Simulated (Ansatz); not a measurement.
**Ga: densities and their changes**

Space group Cmcm.

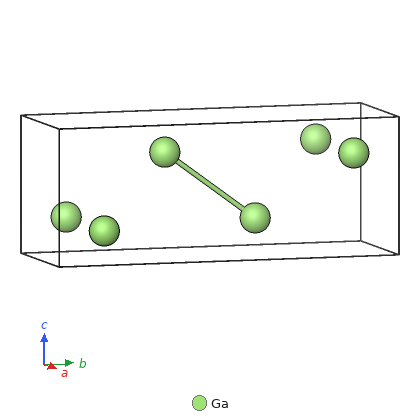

The conventional cell.

```
CELL_PARAMETERS angstrom
2.90000 0.00000 0.00000
0.00000 8.13000 0.00000
0.00000 0.00000 3.17000
ATOMIC_POSITIONS crystal
Ga 0.00000 0.13300 0.25000
Ga 0.50000 0.63300 0.25000
Ga 0.50000 0.36700 0.75000
Ga 0.00000 0.86700 0.75000
```

The calculation used DFT PBE, scalar-relativistic, plane waves, PAW (Ansatz).

Core electrons are frozen (PAW), so the maps are meaningful between the atoms, not at the nuclei.

## 1. Bonding charge

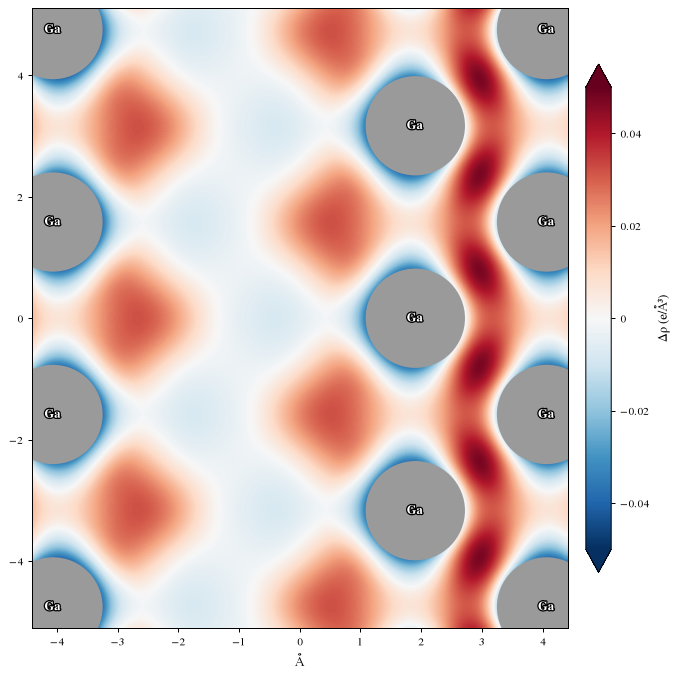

Bonding charge density, ρ(crystal) − Σ ρ(neutral atoms): a map on the (100) plane of the conventional cell, with grey discs over the atomic cores. Cores are masked to 0.8 Å (Ga).

Where does charge go when the atoms form this crystal?

Ga–Ga (2.68 Å): Δρ is +0.05 e/Å³ at the midpoint.
- Over the whole cell, outside the masked cores, the largest gain, 0.05 e/Å³, lies 1.3 Å from a gallium nucleus, and the largest loss lies at the edge of the masked core of Ga.
- In all about 0.14 e an atom is rearranged against the free atoms.

## 2. States by energy

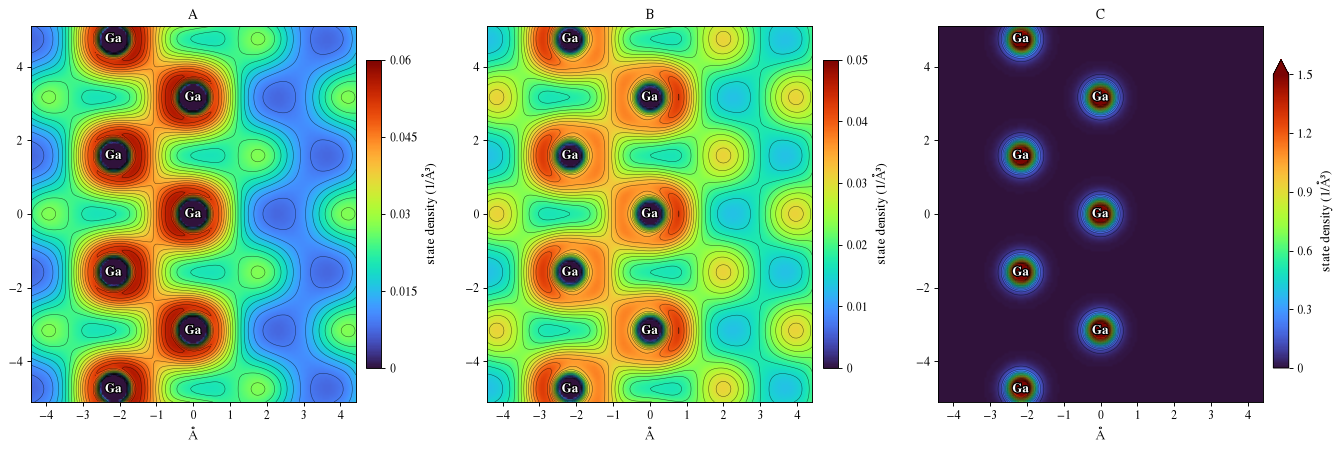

Ga: densities of the states in three energy windows, on the (100) plane of the conventional cell.

Match the panels to the energy ranges (zero at the Fermi level): −15.3 to −14.7 eV, −7.5 to −3.8 eV and −0.25 to +0.25 eV.

Panel A: −7.5 to −3.8 eV, the middle third of the occupied valence band, mainly Ga 4s (50 %) and Ga 4p (50 %).
Panel B: −0.25 to +0.25 eV, the states at the Fermi level, mainly Ga 4p (70 %) and Ga 4s (30 %).
Panel C: −15.3 to −14.7 eV, a separate group of bands (semicore or deep states), mainly Ga 3d (over 95 %).
The characters are Löwdin shares on a minimal set of atomic orbitals. At the bottom of an sp band the diffuse p orbitals of such a set take a share of s-like charge between the atoms, so the p share there is overstated.

## 3. Change of volume

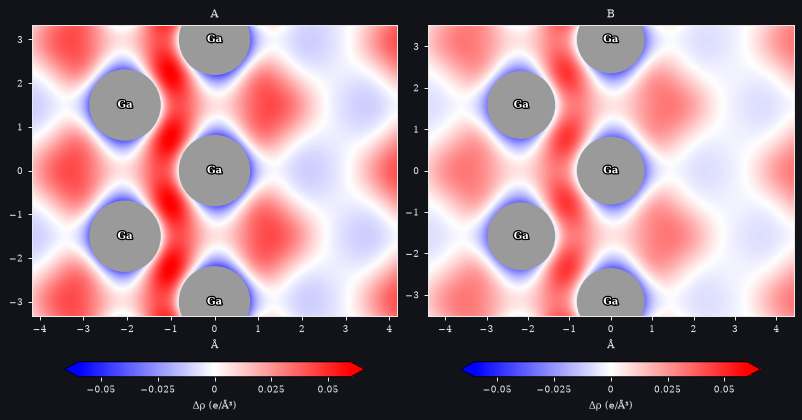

Ga: deformation density on the (100) plane of the conventional cell at two volumes, with the same fractional coordinates and one colour scale. Grey discs cover the cores.

Which panel is the larger cell, by how much, and what changes?

B is the larger cell: A has 85 % of the volume of B.
From B to A, Ga–Ga goes from 2.68 to 2.54 Å, and Δρ at its midpoint from +0.05 to +0.06 e/Å³.
The pressure is 2 GPa in B and 15 GPa in A.
The rearranged charge is 0.14 e an atom in B and 0.15 e in A.

## 4. Moving an atom

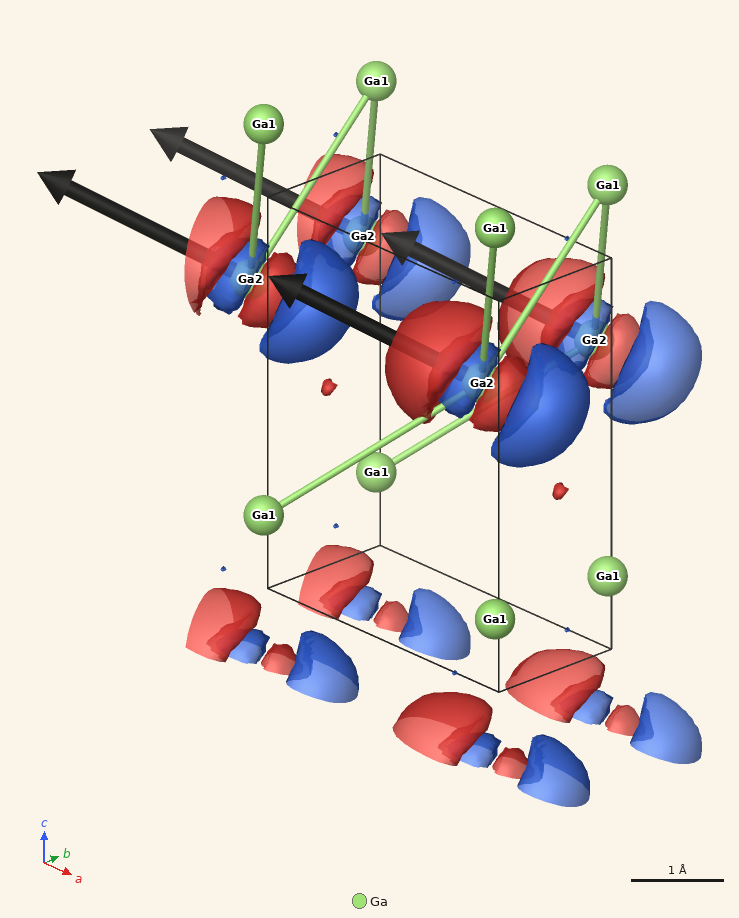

Ga2 was moved by 0.10 Å roughly along [−2 −1 0] in the axes of the cell drawn (arrow, not to scale). Change of the density less the rigid motion of the neutral atom's own density: blue surfaces at +0.006 and red ones at −0.006 e/Å³, in the cell of the calculation (origin moved) seen slightly off an axis.

Describe the electronic response.

About 0.04 e is rearranged in the cell. Outside the cores the largest gain lies at the edge of the masked core of Ga, and the largest loss lies there too, on other sides.

How much does the computed force on the atom change?

The force on it changes by 0.05 eV/Å along the move, against it: a stiffness of about 0.51 eV/Å² for this sublattice shift.

## 5. Putting it together

The two pressures give a mean stiffness −ΔP/Δln V of about 81 GPa over this range, with the atoms held at their fractional positions.
